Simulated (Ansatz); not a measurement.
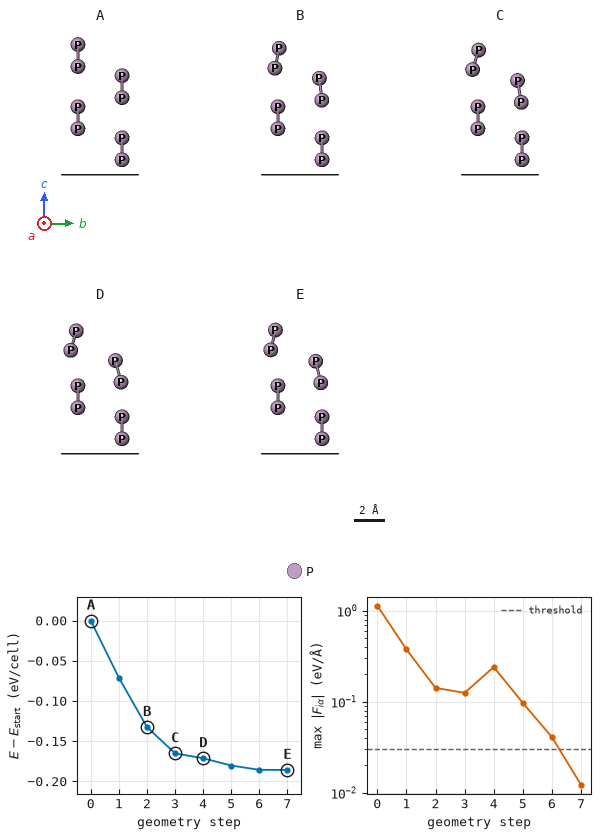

Frames of a constrained relaxation of a slab of composition P (cut from the Cmce phase), marked on the history of the run. The picture is a ball-and-stick view of the 2 × 1 repeat of the cell, outlined in the plane, without the vacuum, seen along the a axis.

Case: clean slab, lower half held. The slab is the (0 0 1) face of P. 4 atoms are held fixed.

Method: DFT PBEsol, scalar-relativistic, plane waves, PAW in Ansatz.

Input file:
```yaml
crystal:
  lattice:
    - [3.3174142224, 0.0, 0.0]
    - [-1.6587071112, 5.145356032, 0.0]
    - [0.0, 0.0, 24.782615137]
  atoms:
    - { symbol: P, position: [0.8947174896, 0.7894349792, 0.342982367] }
    - { symbol: P, position: [0.3947174896, 0.7894349792, 0.402978303] }
    - { symbol: P, position: [0.6052825104, 0.2105650208, 0.4276621437] }
    - { symbol: P, position: [0.1052825104, 0.2105650208, 0.4876580797] }
    - { symbol: P, position: [0.8947174896, 0.7894349792, 0.5123419203] }
    - { symbol: P, position: [0.3947174896, 0.7894349792, 0.5723378563] }
    - { symbol: P, position: [0.6052825104, 0.2105650208, 0.597021697] }
    - { symbol: P, position: [0.1052825104, 0.2105650208, 0.657017633] }
basis:
  ecutwfc: 420
kpoints:
  mp_grid: { grid: [9, 6, 1] }
hamiltonian:
  xc: pbesol
scf:
  occupations: { method: gaussian, width: 0.1 }
output:
  forces: true
  eigenvalues: true
  write_density: true
  write_potential: true
  elf: true
  volumetric_format: npy
relax:
  adjacent_minimum: "off"
  f_tol: 0.03
  max_steps: 70
  constraints: [{ sites: [0, 1, 2, 3] }]
efield:
  axis: 3
  dipole_correction: true
  ramp_width: 0.04
```

Command:
```bash
ansatz run input.yaml --threads 1 --pin off --max-ram 2560MiB --backend cpu --events-out ev --progress --plain --runs-dir out
```

What happens along the run?

P6 moves most: 0.62 Å at 44° to the normal (−c side). The cell stays as it was. Near-neighbour distances that change, for instance: P2–P5 3.178 → 2.830 Å, P7–P8 2.228 → 2.155 Å, P4–P5 2.252 → 2.261 Å. Bond angles that change, for instance: P6–P7–P8 100.4° → 110.4°, P3–P4–P5 100.4° → 93.3°, P5–P6–P7 100.4° → 94.5°. After 7 geometry steps the energy has fallen by 0.186 eV per cell of the calculation. The largest force component goes from 1.1 to 0.012 eV/Å. From step 0 to 2: P8 moves most (0.26 Å), energy −0.132 eV per cell of the calculation. From step 2 to 3: P6 moves most (0.20 Å), energy −32.8 meV per cell of the calculation. From step 3 to 4: P8 moves most (0.19 Å), energy −6.1 meV per cell of the calculation. From step 4 to 7: P8 moves most (0.08 Å), energy −14.5 meV per cell of the calculation.

```
step  E − E(0), meV/atom  largest force component, eV/Å
   0                0.00                         1.1373
   1               -8.88                         0.3768
   2              -16.55                         0.1422
   3              -20.64                         0.1255
   4              -21.40                         0.2410
   5              -22.53                         0.0972
   6              -23.20                         0.0409
   7              -23.22                         0.0122
```
